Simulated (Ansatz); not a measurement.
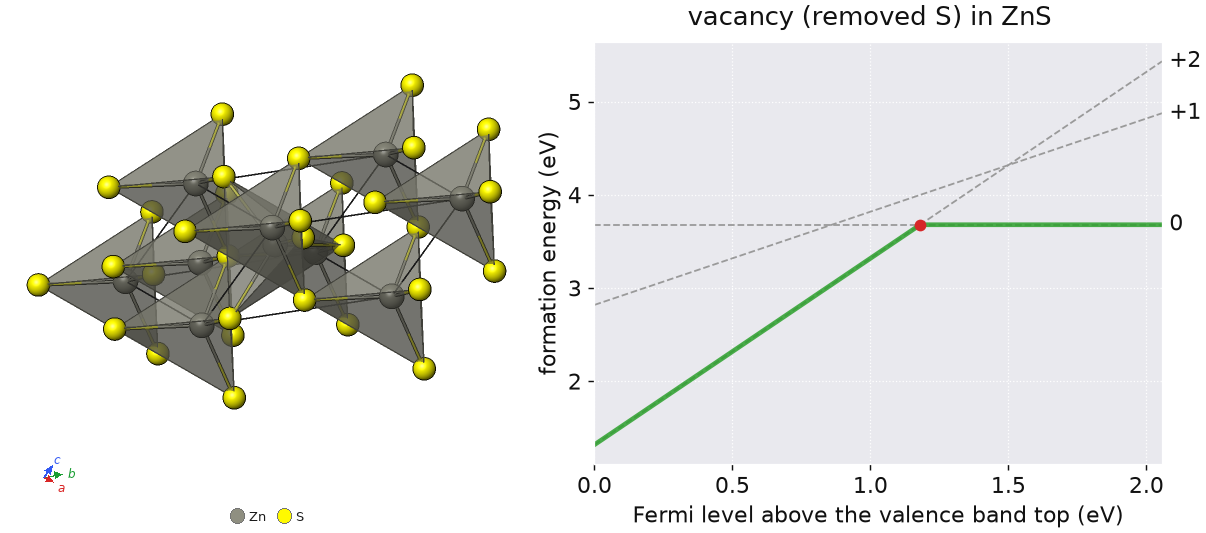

The picture above shows the formation energy of each charge state against the Fermi level for vacancy (removed S) in ZnS. The thick line follows the lowest charge state; the axis spans the host's computed gap. The cell is drawn beside the plot.

Starting cell:
```
CELL_PARAMETERS angstrom
1.92310 1.11030 9.44930
-1.92310 1.11030 9.44930
0.00000 -2.22060 9.44930
ATOMIC_POSITIONS crystal
Zn 0.00000 0.00000 0.00000
Zn 0.22230 0.22230 0.22230
Zn 0.44450 0.44450 0.44450
S 0.08333 0.08333 0.08333
S 0.52790 0.52790 0.52790
S 0.30540 0.30540 0.30540
```

Calculation (Ansatz 0.2.0): charge states of a point defect in a periodic supercell, each relaxed, energies over the elements' standard states with the Fermi level at the host's valence band top, point-charge and potential alignment terms added, no band filling term, levels over that top; plane waves with PAW datasets; energies extrapolated to zero smearing. Level: PBE, allowed.

```tsv
setting	value
host atoms in supercell	42
wave cutoff	420 eV
k mesh	2×2×2
occupations	Gaussian
smearing width	0.01 eV
k shift	(0, 0, 0) (mesh steps)
start displacement	0 Å
defect kind	vacancy
removed element	S
defect place	(0.5279, 0.5279, 0.5279) (fraction of the host cell vector)
host gap	2.057 eV
static dielectric xx yy zz	(9.14, 9.14, 9.55)
```

**At which Fermi levels does the stable charge change?**

The stable charge changes at 1.18 eV (+2/0) above the valence band top.

**Which charge is stable in p-type, intrinsic and n-type conditions?**

The lowest state is +2 at the valence band top, +2 at mid-gap and 0 at the conduction band bottom, 2.06 eV higher.

**Is any charge state skipped?**

Charge +1 is never the lowest although its neighbours on both sides are, a negative-U behaviour.

**What is the formation energy at mid-gap?**

With the Fermi level at mid-gap the formation energy is 3.4 eV against the elements' standard states.

Note: charged cell in a neutralising background; coarse k mesh; fractional moment from partly filled bands; narrow smearing for a metal; small supercell; symmetry that the supercell leaves at the site kept.
